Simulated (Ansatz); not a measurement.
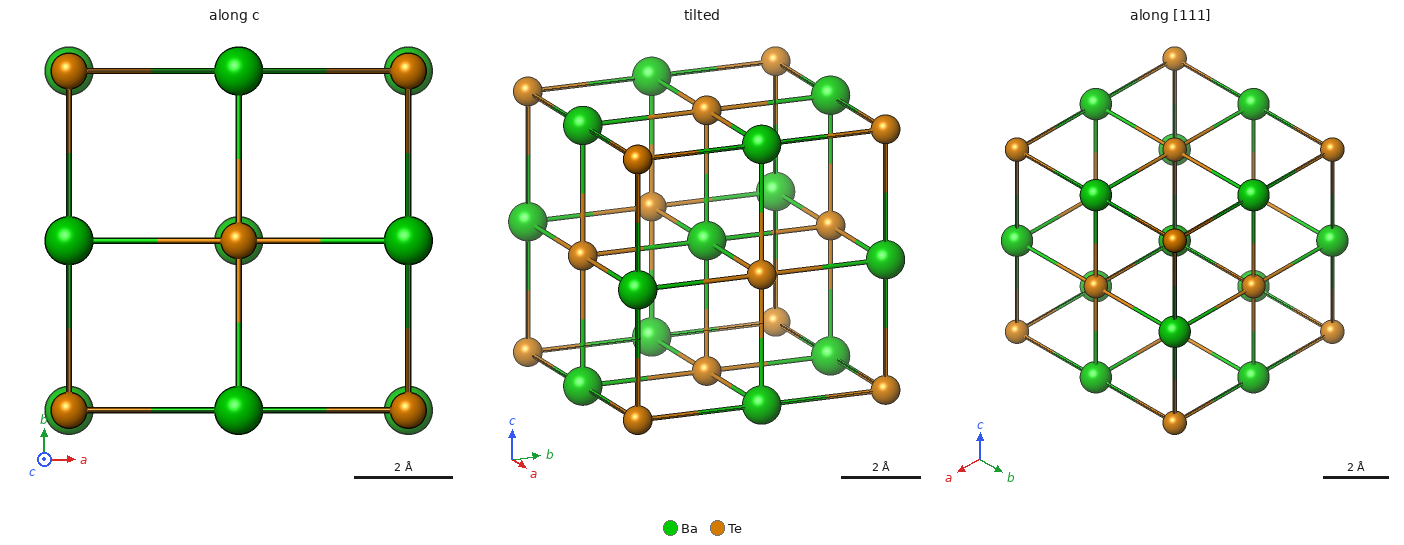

A ball-and-stick rendering, viewed along the c axis, slightly off an axis and along [111]. Atoms at the boundary of the conventional unit cell (the box) are drawn once for each face, edge or corner they touch.

Treated as bonds: Ba–Te up to 4.37 Å (cut-off distances).

Question: Count the atoms and give the formula.

Answer: BaTe. The cell holds 4 Ba, 4 Te, counting shared atoms by their share.

Question: Which Bravais lattice does it have?

Answer: Face-centred cubic.

Question: Which space group does it belong to?

Answer: Fm-3m (No. 225), with Ba on 4b and Te on 4a.

Question: Name the structure type.

Answer: Rock salt (NaCl type).

Question: What extended units do the bonds make?

Answer: The bonds build a three-dimensional framework.

The structure was taken from a structure type known for this compound. The cell was then strained or its atoms displaced on purpose. An electronic-structure calculation with Ansatz was run on it.
